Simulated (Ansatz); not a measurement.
# Al(100) film, 5 layers, cover N: surface scattering

Aim: how much of the in-plane current does the surface defect in Al(100) film, 5 layers, cover N reflect?

Main program and level: Ansatz 0.2.0; Ansatz plane-wave DFT, PBE, PAW files; relaxation of the atoms about the surface defect; PAW set soft_1, in the first sound run; inputs show where later runs differ.

**1. Set-up**

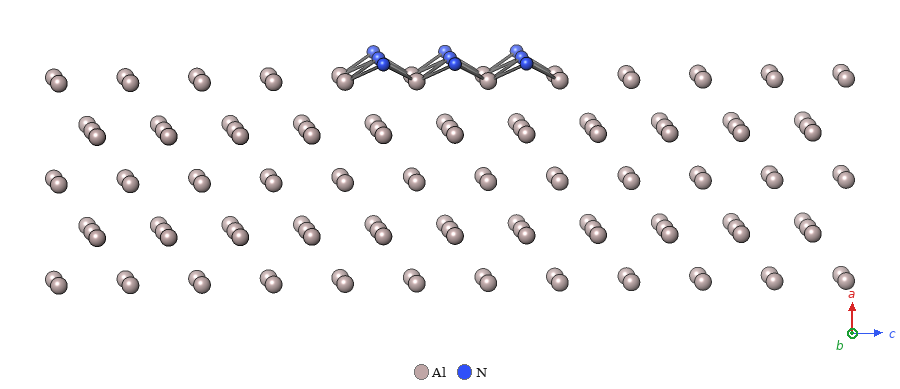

The starting structure, seen in part (aluminium light grey, nitrogen blue). Drawn is a stretch of 31 Å of the 37 Å that the cell measures along c, seen along the normal of the ac plane.

The cell holds 68 atoms: 65 Al and 3 N. Cell: a = 21.120 Å, b = 2.862 Å, c = 37.211 Å, α = 90.0°, β = 90.0°, γ = 90.0°. It derives from Al. Vacuum lies along a. The structure's axis is c.

**2. Relaxing about the defect**

The neighbours of the defect are let go while the lead's layers stay on their sites, since a lead must repeat to 0.01 Å.

Input file input.yaml:

```yaml
crystal:
  lattice:
    - [21.119925, 0.0, 0.0]
    - [0.0, 2.862347037, 0.0]
    - [0.0, 0.0, 37.2105114815]
  atoms:
    - { symbol: Al, position: [0.2130689385, 0.0, 0.0] }
    - { symbol: Al, position: [0.3089019019, 0.5, 0.0384615385] }
    - { symbol: Al, position: [0.4047348653, 0.0, 0.0] }
    - { symbol: Al, position: [0.5005678287, 0.5, 0.0384615385] }
    - { symbol: Al, position: [0.5964007921, 0.0, 0.0] }
    - { symbol: Al, position: [0.2130689385, 0.0, 0.0769230769] }
    - { symbol: Al, position: [0.3089019019, 0.5, 0.1153846154] }
    - { symbol: Al, position: [0.4047348653, 0.0, 0.0769230769] }
    - { symbol: Al, position: [0.5005678287, 0.5, 0.1153846154] }
    - { symbol: Al, position: [0.5964007921, 0.0, 0.0769230769] }
    - { symbol: Al, position: [0.2130689385, 0.0, 0.1538461538] }
    - { symbol: Al, position: [0.3089019019, 0.5, 0.1923076923] }
    - { symbol: Al, position: [0.4047348653, 0.0, 0.1538461538] }
    - { symbol: Al, position: [0.5005678287, 0.5, 0.1923076923] }
    - { symbol: Al, position: [0.5964007921, 0.0, 0.1538461538] }
    - { symbol: Al, position: [0.2130689385, 0.0, 0.2307692308] }
    - { symbol: Al, position: [0.3089019019, 0.5, 0.2692307692] }
    - { symbol: Al, position: [0.4047348653, 0.0, 0.2307692308] }
    - { symbol: Al, position: [0.5005678287, 0.5, 0.2692307692] }
    - { symbol: Al, position: [0.5964007921, 0.0, 0.2307692308] }
    - { symbol: Al, position: [0.2130689385, 0.0, 0.3076923077] }
    - { symbol: Al, position: [0.3089019019, 0.5, 0.3461538462] }
    - { symbol: Al, position: [0.4047348653, 0.0, 0.3076923077] }
    - { symbol: Al, position: [0.5005678287, 0.5, 0.3461538462] }
    - { symbol: Al, position: [0.5964007921, 0.0, 0.3076923077] }
    - { symbol: Al, position: [0.2130689385, 0.0, 0.3846153846] }
    - { symbol: Al, position: [0.3089019019, 0.5, 0.4230769231] }
    - { symbol: Al, position: [0.4047348653, 0.0, 0.3846153846] }
    - { symbol: Al, position: [0.5005678287, 0.5, 0.4230769231] }
    - { symbol: Al, position: [0.5964007921, 0.0, 0.3846153846] }
    - { symbol: Al, position: [0.2130689385, 0.0, 0.4615384615] }
    - { symbol: Al, position: [0.3089019019, 0.5, 0.5] }
    - { symbol: Al, position: [0.4047348653, 0.0, 0.4615384615] }
    - { symbol: Al, position: [0.5005678287, 0.5, 0.5] }
    - { symbol: Al, position: [0.5964007921, 0.0, 0.4615384615] }
    - { symbol: Al, position: [0.2130689385, 0.0, 0.5384615385] }
    - { symbol: Al, position: [0.3089019019, 0.5, 0.5769230769] }
    - { symbol: Al, position: [0.4047348653, 0.0, 0.5384615385] }
    - { symbol: Al, position: [0.5005678287, 0.5, 0.5769230769] }
    - { symbol: Al, position: [0.5964007921, 0.0, 0.5384615385] }
    - { symbol: Al, position: [0.2130689385, 0.0, 0.6153846154] }
    - { symbol: Al, position: [0.3089019019, 0.5, 0.6538461538] }
    - { symbol: Al, position: [0.4047348653, 0.0, 0.6153846154] }
    - { symbol: Al, position: [0.5005678287, 0.5, 0.6538461538] }
    - { symbol: Al, position: [0.5964007921, 0.0, 0.6153846154] }
    - { symbol: Al, position: [0.2130689385, 0.0, 0.6923076923] }
    - { symbol: Al, position: [0.3089019019, 0.5, 0.7307692308] }
    - { symbol: Al, position: [0.4047348653, 0.0, 0.6923076923] }
    - { symbol: Al, position: [0.5005678287, 0.5, 0.7307692308] }
    - { symbol: Al, position: [0.5964007921, 0.0, 0.6923076923] }
    - { symbol: Al, position: [0.2130689385, 0.0, 0.7692307692] }
    - { symbol: Al, position: [0.3089019019, 0.5, 0.8076923077] }
    - { symbol: Al, position: [0.4047348653, 0.0, 0.7692307692] }
    - { symbol: Al, position: [0.5005678287, 0.5, 0.8076923077] }
    - { symbol: Al, position: [0.5964007921, 0.0, 0.7692307692] }
    - { symbol: Al, position: [0.2130689385, 0.0, 0.8461538462] }
    - { symbol: Al, position: [0.3089019019, 0.5, 0.8846153846] }
    - { symbol: Al, position: [0.4047348653, 0.0, 0.8461538462] }
    - { symbol: Al, position: [0.5005678287, 0.5, 0.8846153846] }
    - { symbol: Al, position: [0.5964007921, 0.0, 0.8461538462] }
    - { symbol: Al, position: [0.2130689385, 0.0, 0.9230769231] }
    - { symbol: Al, position: [0.3089019019, 0.5, 0.9615384615] }
    - { symbol: Al, position: [0.4047348653, 0.0, 0.9230769231] }
    - { symbol: Al, position: [0.5005678287, 0.5, 0.9615384615] }
    - { symbol: Al, position: [0.5964007921, 0.0, 0.9230769231] }
    - { symbol: "N", position: [0.6348962265, 0.5, 0.4230769231] }
    - { symbol: "N", position: [0.6348962265, 0.5, 0.5] }
    - { symbol: "N", position: [0.6348962265, 0.5, 0.5769230769] }
kpoints:
  mp_grid: { grid: [1, 8, 1] }
hamiltonian:
  xc: pbe
  pseudopotentials: { kind: paw, azcp: { folder: soft_1 } }
scf:
  occupations: { method: fermi_dirac, width: 0.1 }
relax:
  f_tol: 0.03
  max_steps: 40
  constraints:
    - { sites: [0, 1, 2, 3, 4, 5, 6, 7, 8, 9, 10, 11, 12, 13, 14, 15, 16, 17, 18, 19, 20, 21, 22, 24, 25, 26, 27, 30, 31, 32, 35, 36, 37, 40, 41, 42, 45, 46, 47, 48, 49, 50, 51, 52, 53, 54, 55, 56, 57, 58, 59, 60, 61, 62, 63, 64] }
```

On the command line:

```sh
ansatz run input.yaml --threads 8 --pin off --max-ram 15360MiB --backend cpu --events-out ev --progress --plain --runs-dir out
```

Numbers of over 12 decimals in the logs are rounded to 6 here.

Output:

```text
Engine: ansatz 0.2.0, x86_64-unknown-linux-gnu
Pseudopotentials: kind: paw
Pseudopotential: Al, paw, valence charge 3, recommended cutoff 420 eV (normal), soft_1/Al.paw.azcp
Pseudopotential: N, paw, valence charge 5, recommended cutoff 420 eV (normal), soft_1/N.paw.azcp
Functional definition: PBE
  parameter kappa = 0.804
  parameter beta = 0.066725
  exchange = pbe_x(kappa = kappa, mu = beta*pi^2/3)
  correlation = pbe_c(beta = beta)
Crystal: 68 atoms, lattice volume = 2249.470 Å³
Basis set: ecut = 420 eV, 43999 PW (Γ), exchange–correlation on 288×40×500 points (8 copies of the dense FFT grid, shifted against one another)
Bands: 173, of which v1, the nominal top of the filled ones, is band 105 counted from 1 (104 counted from 0)
Symmetry: 4 space group operations
Space group: Pmm2 (ITA 25), of the structure as read, at distance tolerance 1.3e-4 Å
k-points: 5 of 8
Non-local potential: Al, projectors of the file, l = 0: 2, l = 1: 2, l = 2: 1
Non-local potential: N, projectors of the file, l = 0: 2, l = 1: 2, l = 2: 1
PAW form: soft (Blöchl's): semilocal exchange-correlation on the pseudo side does not see the compensation charge
PAW one-centre angular grid: Al, 110 points (default); XC on 64 Gauss nodes
PAW one-centre angular grid: N, 110 points (default); XC on 64 Gauss nodes
Initial density: superposition of atomic densities (neutral atoms: chi_scale 0, normalization atom)
Initial wavefunctions: pseudopotential atomic-orbital guess
Functional: x = pbe(κ = 0.804, μ = 0.219515), c = pbe(β = 0.066725)
SCF iter   1: F=—  HF=-36092.847758 eV  |F-HF|=—  |Δ(HF+E_count)|=         —  Δρ=3.58e-2  dr2=1.60e2  ethr=3.10e-3  ⟨swp⟩=8.2  Hψ=5127  notcnv=0  defer=29
preconditioner: auto → LDOS  [metal: Δε(μ)=0.014 eV  Ē_g=6.650 eV  σ=0.100 eV  W_gap=0.03  n_scr=212 (ndim 8)  ℏωp=11.2 eV  f_vac=0.373  D(μ)=29.53/eV (n_scr^D=148)  β→1.0]
SCF iter   2: F=—  HF=-36088.382027 eV  |F-HF|=—  |Δ(HF+E_count)|=    4.47e0  Δρ=5.12e-2  dr2=3.94e2  ethr=3.10e-3  ⟨swp⟩=6.0  Hψ=3209  notcnv=0  defer=90  recentre
SCF iter   3: F=—  HF=-36079.450895 eV  |F-HF|=—  |Δ(HF+E_count)|=    8.93e0  Δρ=1.44e-2  dr2=3.76e1  ethr=3.10e-3  ⟨swp⟩=4.2  Hψ=2650  notcnv=0  defer=69
SCF iter   4: F=—  HF=-36076.874731 eV  |F-HF|=—  |Δ(HF+E_count)|=    2.58e0  Δρ=3.49e-3  dr2=8.31e-1  ethr=3.10e-3  ⟨swp⟩=3.2  Hψ=1512  notcnv=0  defer=80
SCF iter   5: F=—  HF=-36076.865372 eV  |F-HF|=—  |Δ(HF+E_count)|=   9.36e-3  Δρ=8.95e-4  dr2=2.14e-2  ethr=3.96e-4  ⟨swp⟩=2.0  Hψ=1426  notcnv=0  defer=86
SCF iter   6: F=—  HF=-36076.863649 eV  |F-HF|=—  |Δ(HF+E_count)|=   1.72e-3  Δρ=1.27e-4  dr2=3.23e-3  ethr=1.02e-5  ⟨swp⟩=2.4  Hψ=1420  notcnv=0  defer=86
SCF iter   7: F=—  HF=-36076.863723 eV  |F-HF|=—  |Δ(HF+E_count)|=   7.41e-5  Δρ=4.29e-5  dr2=1.94e-4  ethr=1.54e-6  ⟨swp⟩=2.0  Hψ=1104  notcnv=0  defer=86
SCF iter   8: F=-36076.863731 eV  HF=-36076.863743 eV  |F-HF|=1.20e-5  |Δ(HF+E_count)|=   2.00e-5  Δρ=1.42e-5  dr2=1.65e-5  ethr=1.07e-8  ⟨swp⟩=3.6  Hψ=3319  notcnv=0
SCF 1 converged in 8 iterations: F = -36076.863731 eV  dr2 = 1.65e-5
  greatest PAW one-centre occupation: 0.817 electrons in one spin orbital (limit 2), on the N atom at site 66 (counted from 0), in its partial waves of l = 0
relax step   1: F+E_penalty+E_count = -36076.86373117 eV  Δ(F+E_penalty+E_count) = +0.000e0 eV  max|allowed force component| = 3.781e0 eV/Å  Δτ_max = 0.0000 Å  (8 SCF iters, dr2 threshold 2.25e-5 eV, accepted)
Initial density: handed on by an earlier stage of this run
Initial wavefunctions: those handed on with the density
iter 1 solved again at ethr=1.09e-3 eV; its pass at ethr=3.10e-3 eV (dr2=2.29e0 eV) is discarded
SCF iter   1: F=—  HF=-36080.254729 eV  |F-HF|=—  |Δ(HF+E_count)|=         —  Δρ=6.70e-3  dr2=1.88e0  ethr=1.09e-3  ⟨swp⟩=1.2  Hψ=3298  notcnv=0  defer=76
preconditioner: auto → LDOS  [metal: Δε(μ)=0.003 eV  Ē_g=6.555 eV  σ=0.100 eV  W_gap=0.01  n_scr=212 (ndim 8)  ℏωp=11.3 eV  f_vac=0.392  D(μ)=30.83/eV (n_scr^D=160)  β→1.0]
SCF iter   2: F=—  HF=-36079.955826 eV  |F-HF|=—  |Δ(HF+E_count)|=   2.99e-1  Δρ=4.56e-3  dr2=4.66e-1  ethr=8.95e-4  ⟨swp⟩=3.6  Hψ=1996  notcnv=0  defer=76
SCF iter   3: F=—  HF=-36079.845152 eV  |F-HF|=—  |Δ(HF+E_count)|=   1.11e-1  Δρ=4.00e-4  dr2=1.04e-2  ethr=2.22e-4  ⟨swp⟩=2.2  Hψ=1699  notcnv=0  defer=77
SCF iter   4: F=—  HF=-36079.843942 eV  |F-HF|=—  |Δ(HF+E_count)|=   1.21e-3  Δρ=9.15e-5  dr2=2.21e-4  ethr=4.98e-6  ⟨swp⟩=3.0  Hψ=1604  notcnv=0  defer=77
SCF iter   5: F=-36079.843970 eV  HF=-36079.843961 eV  |F-HF|=8.66e-6  |Δ(HF+E_count)|=   1.94e-5  Δρ=2.25e-5  dr2=1.29e-5  ethr=4.76e-8  ⟨swp⟩=3.0  Hψ=3388  notcnv=0
SCF 2 converged in 5 iterations: F = -36079.843970 eV  dr2 = 1.29e-5
  greatest PAW one-centre occupation: 0.802 electrons in one spin orbital (limit 2), on the N atom at site 67 (counted from 0), in its partial waves of l = 0
relax step   2: F+E_penalty+E_count = -36079.84396997 eV  Δ(F+E_penalty+E_count) = -2.980e0 eV  max|allowed force component| = 2.253e0 eV/Å  Δτ_max = 0.1979 Å  (5 SCF iters, dr2 threshold 1.00e-4 eV, accepted)
iter 1 solved again at ethr=1.48e-3 eV; its pass at ethr=3.10e-3 eV (dr2=3.11e0 eV) is discarded
SCF iter   1: F=—  HF=-36081.387568 eV  |F-HF|=—  |Δ(HF+E_count)|=         —  Δρ=5.02e-3  dr2=2.83e0  ethr=1.48e-3  ⟨swp⟩=1.0  Hψ=3591  notcnv=0  defer=71
preconditioner: auto → LDOS  [metal: Δε(μ)=0.013 eV  Ē_g=6.455 eV  σ=0.100 eV  W_gap=0.03  n_scr=212 (ndim 8)  ℏωp=11.2 eV  f_vac=0.392  D(μ)=30.56/eV (n_scr^D=156)  β→1.0]
SCF iter   2: F=—  HF=-36081.159467 eV  |F-HF|=—  |Δ(HF+E_count)|=   2.28e-1  Δρ=4.09e-3  dr2=7.06e-1  ethr=1.35e-3  ⟨swp⟩=7.0  Hψ=3076  notcnv=0  defer=85
SCF iter   3: F=—  HF=-36080.972590 eV  |F-HF|=—  |Δ(HF+E_count)|=   1.87e-1  Δρ=3.97e-4  dr2=1.55e-2  ethr=3.36e-4  ⟨swp⟩=5.0  Hψ=1940  notcnv=0  defer=83
SCF iter   4: F=—  HF=-36080.969119 eV  |F-HF|=—  |Δ(HF+E_count)|=   3.47e-3  Δρ=1.02e-4  dr2=3.30e-4  ethr=7.38e-6  ⟨swp⟩=2.4  Hψ=1634  notcnv=0  defer=78
SCF iter   5: F=-36080.969193 eV  HF=-36080.969201 eV  |F-HF|=7.18e-6  |Δ(HF+E_count)|=   8.18e-5  Δρ=3.52e-5  dr2=6.12e-5  ethr=4.76e-8  ⟨swp⟩=3.2  Hψ=3365  notcnv=0
SCF 3 converged in 5 iterations: F = -36080.969193 eV  dr2 = 6.12e-5
  greatest PAW one-centre occupation: 0.799 electrons in one spin orbital (limit 2), on the N atom at site 67 (counted from 0), in its partial waves of l = 0
relax step   3: F+E_penalty+E_count = -36080.96919343 eV  Δ(F+E_penalty+E_count) = -1.125e0 eV  max|allowed force component| = 6.364e-1 eV/Å  Δτ_max = 0.1947 Å  (5 SCF iters, dr2 threshold 1.00e-4 eV, accepted)
[...]
SCF 7 converged in 6 iterations: F = -36081.146512 eV  dr2 = 1.77e-8
relax step   7: F+E_penalty+E_count = -36081.14651224 eV  Δ(F+E_penalty+E_count) = -1.765e-3 eV  max|allowed force component| = 2.817e-2 eV/Å  Δτ_max = 0.0130 Å  (6 SCF iters, accepted)
SCF converged after 6 iterations
Free energy (F): -36081.146512 eV
Harris-Foulkes:  -36081.146512 eV  (|F-HF|=1.09e-10)
Internal energy: -36080.191847 eV  (E = F + TS)
E sigma→0 (E₀):  -36080.669180 eV
Entropy (-TS):   -0.954665 eV (-14.039 meV/atom)
Fermi energy:    1.785974 eV
--- Per-component energies (eV) ---
  E_band       = -578.489028
  E_kinetic    = 1794.637690
  E_local      = -36157.444002  (includes V_loc(G=0)·N_el)
  E_nonlocal   = 755.850576
  E_hartree    = 17694.686425
  E_xc         = -2594.041404
  E_vxc        = -2076.247161  (∫ρ·V_xc dr)
  E_paw        = -30891.639038  (= ΣΔE_a)
  E_vpaw       = -284.658864  (= ΣTr[D̂ρ^β])
  E_aug_tail   = 0.002449  (compensation charges beyond the density's cutoff)
  E_ewald      = 13317.755457
  E_smearing   = -0.954665  (= −TS)
  E_closure    = -0.000000  (closes the sum)
  Σ components = -36081.146512   (vs F -36081.146512, Δ=0.00e0)
--- Forces (eV/Å), atoms counted from 1 ---
  atom   1  Al    -0.05479740     0.00000000     0.00000000
  atom   2  Al     0.04860671     0.00000000    -0.01535778
  atom   3  Al    -0.01624983     0.00000000     0.00000000
  atom   4  Al    -0.10732822    -0.00000000    -0.01307576
  atom   5  Al     0.08969825     0.00000000     0.00000000
  atom   6  Al    -0.03874848    -0.00000000     0.00904307
  atom   7  Al     0.06199671     0.00000000     0.01755399
  atom   8  Al     0.00284846     0.00000000     0.01398467
  atom   9  Al    -0.09950087    -0.00000000     0.00437559
  atom  10  Al     0.08967663     0.00000000     0.00501743
  atom  11  Al    -0.03396414    -0.00000000     0.00029307
  atom  12  Al     0.07325573     0.00000000    -0.01424257
  atom  13  Al    -0.02169051     0.00000000     0.00937195
  atom  14  Al    -0.10423420    -0.00000000    -0.00867871
  atom  15  Al     0.08884931     0.00000000    -0.01064424
  atom  16  Al    -0.03672176     0.00000000    -0.04204726
  atom  17  Al     0.08685581    -0.00000000     0.00583333
  atom  18  Al     0.00113900     0.00000000    -0.03768376
  atom  19  Al    -0.11482298     0.00000000    -0.00975030
  atom  20  Al     0.07580021     0.00000000    -0.01485631
  atom  21  Al    -0.13124669     0.00000000     0.06400073
  atom  22  Al     0.13303087     0.00000000    -0.03012076
  atom  23  Al     0.00304685     0.00000000     0.06516602
  atom  24  Al    -0.00329192     0.00000000    -0.00323380
  atom  25  Al     0.12923574    -0.00000000     0.39031278
  atom  26  Al    -0.10645178     0.00000000     0.00742056
  atom  27  Al     0.18707409     0.00000000    -0.05692377
  atom  28  Al    -0.06171183     0.00000000     0.00649420
  atom  29  Al     0.00645802     0.00000000     0.00449827
  atom  30  Al     0.00017565     0.00000000     0.00095024
  atom  31  Al    -0.16337376    -0.00000000     0.05833508
  atom  32  Al     0.20213630     0.00000000     0.00000000
  atom  33  Al    -0.07096787     0.00000000     0.10384814
  atom  34  Al     0.00278955     0.00000000     0.00000000
  atom  35  Al    -0.00561521     0.00000000     0.02817253
  atom  36  Al    -0.16337376     0.00000000    -0.05833508
  atom  37  Al     0.18707409     0.00000000     0.05692377
  atom  38  Al    -0.07096787     0.00000000    -0.10384814
  atom  39  Al     0.00645802     0.00000000    -0.00449827
  atom  40  Al    -0.00561521     0.00000000    -0.02817253
[...]
atom  57  Al     0.06199671     0.00000000    -0.01755399
  atom  58  Al    -0.02169051     0.00000000    -0.00937195
  atom  59  Al    -0.09950087    -0.00000000    -0.00437559
  atom  60  Al     0.08884931     0.00000000     0.01064424
  atom  61  Al    -0.03874848     0.00000000    -0.00904307
  atom  62  Al     0.04860671     0.00000000     0.01535778
  atom  63  Al     0.00284846     0.00000000    -0.01398467
  atom  64  Al    -0.10732822    -0.00000000     0.01307576
  atom  65  Al     0.08967663     0.00000000    -0.00501743
  atom  66  N     -0.00010174     0.00000000    -0.00591437
  atom  67  N     -0.00014639     0.00000000     0.00000000
  atom  68  N     -0.00010174     0.00000000     0.00591437
  max |Σ_I F_I| component: 1.38e-5 eV/Å
--- Relaxed structure (7 steps of the walk, 7 accepted, 0 SCFs on fresh bases) ---
  F+E_penalty+E_count = -36081.14651224 eV   max|allowed force component| = 2.817e-2 eV/Å
  atoms:
    - { symbol: Al, position: [0.2130689385, 0.0, 0.0] }
    - { symbol: Al, position: [0.3089019019, 0.5, 0.038462] }
    - { symbol: Al, position: [0.4047348653, 0.0, 0.0] }
    - { symbol: Al, position: [0.5005678287, 0.5, 0.038462] }
    - { symbol: Al, position: [0.5964007921, 0.0, 0.0] }
    - { symbol: Al, position: [0.2130689385, 0.0, 0.076923] }
    - { symbol: Al, position: [0.3089019019, 0.5, 0.115385] }
    - { symbol: Al, position: [0.4047348653, 0.0, 0.076923] }
    - { symbol: Al, position: [0.5005678287, 0.5, 0.115385] }
    - { symbol: Al, position: [0.5964007921, 0.0, 0.076923] }
    - { symbol: Al, position: [0.2130689385, 0.0, 0.153846] }
    - { symbol: Al, position: [0.3089019019, 0.5, 0.1923076923] }
    - { symbol: Al, position: [0.4047348653, 0.0, 0.153846] }
    - { symbol: Al, position: [0.5005678287, 0.5, 0.1923076923] }
    - { symbol: Al, position: [0.5964007921, 0.0, 0.153846] }
    - { symbol: Al, position: [0.2130689385, 0.0, 0.230769] }
    - { symbol: Al, position: [0.3089019019, 0.5, 0.2692307692] }
    - { symbol: Al, position: [0.4047348653, 0.0, 0.230769] }
    - { symbol: Al, position: [0.5005678287, 0.5, 0.2692307692] }
    - { symbol: Al, position: [0.5964007921, 0.0, 0.230769] }
    - { symbol: Al, position: [0.2130689385, 0.0, 0.3076923077] }
    - { symbol: Al, position: [0.3089019019, 0.5, 0.346154] }
    - { symbol: Al, position: [0.4047348653, 0.0, 0.3076923077] }
    - { symbol: Al, position: [0.499679, 0.5, 0.346272] }
    - { symbol: Al, position: [0.5964007921, 0.0, 0.3076923077] }
    - { symbol: Al, position: [0.2130689385, 0.0, 0.3846153846] }
    - { symbol: Al, position: [0.3089019019, 0.5, 0.423077] }
    - { symbol: Al, position: [0.4047348653, 0.0, 0.3846153846] }
    - { symbol: Al, position: [0.499813, 0.5, 0.423750] }
    - { symbol: Al, position: [0.598483, 0, 0.386317] }
    - { symbol: Al, position: [0.2130689385, 0.0, 0.461538] }
    - { symbol: Al, position: [0.3089019019, 0.5, 0.5] }
    - { symbol: Al, position: [0.4047348653, 0.0, 0.461538] }
    - { symbol: Al, position: [0.499993, 0.5, 0.5] }
    - { symbol: Al, position: [0.600027, 0, 0.462495] }
    - { symbol: Al, position: [0.2130689385, 0.0, 0.5384615385] }
    - { symbol: Al, position: [0.3089019019, 0.5, 0.576923] }
    - { symbol: Al, position: [0.4047348653, 0.0, 0.5384615385] }
    - { symbol: Al, position: [0.499813, 0.5, 0.576250] }
    - { symbol: Al, position: [0.600027, 0, 0.537505] }
[...]
- { symbol: Al, position: [0.5005678287, 0.5, 0.8076923077] }
    - { symbol: Al, position: [0.5964007921, 0.0, 0.7692307692] }
    - { symbol: Al, position: [0.2130689385, 0.0, 0.846154] }
    - { symbol: Al, position: [0.3089019019, 0.5, 0.8846153846] }
    - { symbol: Al, position: [0.4047348653, 0.0, 0.846154] }
    - { symbol: Al, position: [0.5005678287, 0.5, 0.8846153846] }
    - { symbol: Al, position: [0.5964007921, 0.0, 0.846154] }
    - { symbol: Al, position: [0.2130689385, 0.0, 0.9230769231] }
    - { symbol: Al, position: [0.3089019019, 0.5, 0.961538] }
    - { symbol: Al, position: [0.4047348653, 0.0, 0.9230769231] }
    - { symbol: Al, position: [0.5005678287, 0.5, 0.961538] }
    - { symbol: Al, position: [0.5964007921, 0.0, 0.9230769231] }
    - { symbol: N, position: [0.601577, 0.5, 0.424248] }
    - { symbol: N, position: [0.606598, 0.5, 0.5] }
    - { symbol: N, position: [0.601577, 0.5, 0.575752] }
```

Elapsed: 3.8 min, on 8 threads of Intel Xeon at 2.70GHz, shared host; peak memory 7.3 GiB.

(Continued in part 2 of 2.)

[Logs are printed without paths, hosts, clocks, repeated set-up lines and the standing remarks that a program may print on its own settings, such as how far it seeks lower states.]

[Hosts, paths, dates, database ids (printed as entryN), source tags and the programs' standing remarks are cut or masked in the printed files.]
